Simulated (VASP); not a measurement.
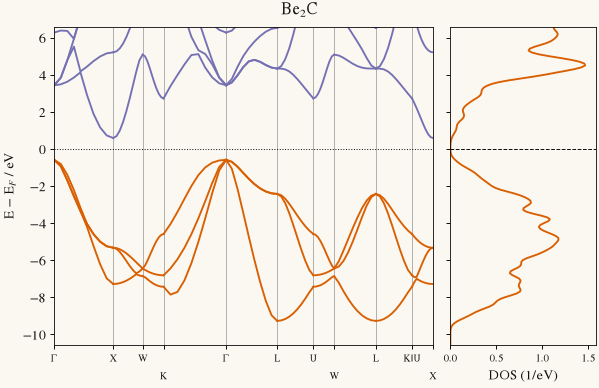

Band structure and density of states. Energies are counted from the Fermi level, put mid-gap where there is a gap. The DOS curve is built from the levels of the k mesh with Gaussians 0.55 eV wide, which also blur the band edges; ripples of that width can come from the mesh.

Input of the run:

INCAR:
```
SYSTEM = Be2C
PREC     = Accurate       ! precision mode
ENCUT    = 520            ! plane-wave cutoff, eV
EDIFF    = 1E-6           ! SCF threshold, eV
ISMEAR   = 0              ! smearing method
SIGMA    = 0.02           ! smearing width, eV
LREAL    = .False.        ! projectors in reciprocal space
LASPH    = .True.         ! aspherical terms in the spheres
NELM     = 60             ! most SCF steps
ALGO     = Normal         ! electronic algorithm
ISIF     = 2              ! what is computed and relaxed
LWAVE    = .False.        ! write WAVECAR
LCHARG   = .False.        ! write CHGCAR
NBANDS   = 11             ! bands
```

KPOINTS:
```
Automatic mesh
0
Gamma
  12 12 12
  0 0 0
```

POSCAR:
```
Be2C
1.0
    0.0000000000      2.1650000000      2.1650000000
    2.1650000000      0.0000000000      2.1650000000
    2.1650000000      2.1650000000      0.0000000000
C Be
1 2
Direct
    0.0000000000      0.0000000000      0.0000000000
    0.7500000000      0.7500000000      0.7500000000
    0.2500000000      0.2500000000      0.2500000000
```

KPOINTS_OPT:
```
path GXWKGLUWLK,UX
10
line-mode
reciprocal
 0.0000000000  0.0000000000  0.0000000000  G
 0.5000000000  0.0000000000  0.5000000000  X

 0.5000000000  0.0000000000  0.5000000000  X
 0.5000000000  0.2500000000  0.7500000000  W

 0.5000000000  0.2500000000  0.7500000000  W
 0.3750000000  0.3750000000  0.7500000000  K

 0.3750000000  0.3750000000  0.7500000000  K
 0.0000000000  0.0000000000  0.0000000000  G

 0.0000000000  0.0000000000  0.0000000000  G
 0.5000000000  0.5000000000  0.5000000000  L

 0.5000000000  0.5000000000  0.5000000000  L
 0.6250000000  0.2500000000  0.6250000000  U

 0.6250000000  0.2500000000  0.6250000000  U
 0.5000000000  0.2500000000  0.7500000000  W

 0.5000000000  0.2500000000  0.7500000000  W
 0.5000000000  0.5000000000  0.5000000000  L

 0.5000000000  0.5000000000  0.5000000000  L
 0.3750000000  0.3750000000  0.7500000000  K

 0.6250000000  0.2500000000  0.6250000000  U
 0.5000000000  0.0000000000  0.5000000000  X
```

System: antifluorite-type Be₂C, space group Fm-3m (No. 225), 3 atoms in the primitive cell.

Level of theory: LDA, VASP PAW LDA potentials, release 64 (C, Be), no spin polarisation, no spin-orbit coupling, 12×12×12 k mesh, 520 eV cutoff, Gaussian smearing of 0.02 eV; code VASP 6.6.1.

**What does the band structure say about the gap?**

A semiconductor. The gap along this path is 1.18 eV and indirect, from the valence-band top at Γ to the conduction-band bottom at X; the smallest direct gap is 4.02 eV, at Γ.

**How many bands meet at the valence-band top?**

Three bands meet at the valence-band top at Γ: it is triply degenerate (spin aside).

**How much do the top valence band and the lowest conduction band disperse along the path?**

The top valence band spans 5.9 eV and the lowest conduction band 4.5 eV.

LDA, GGA and most meta-GGA functionals understate gaps. The cell is at −8 GPa in this functional.
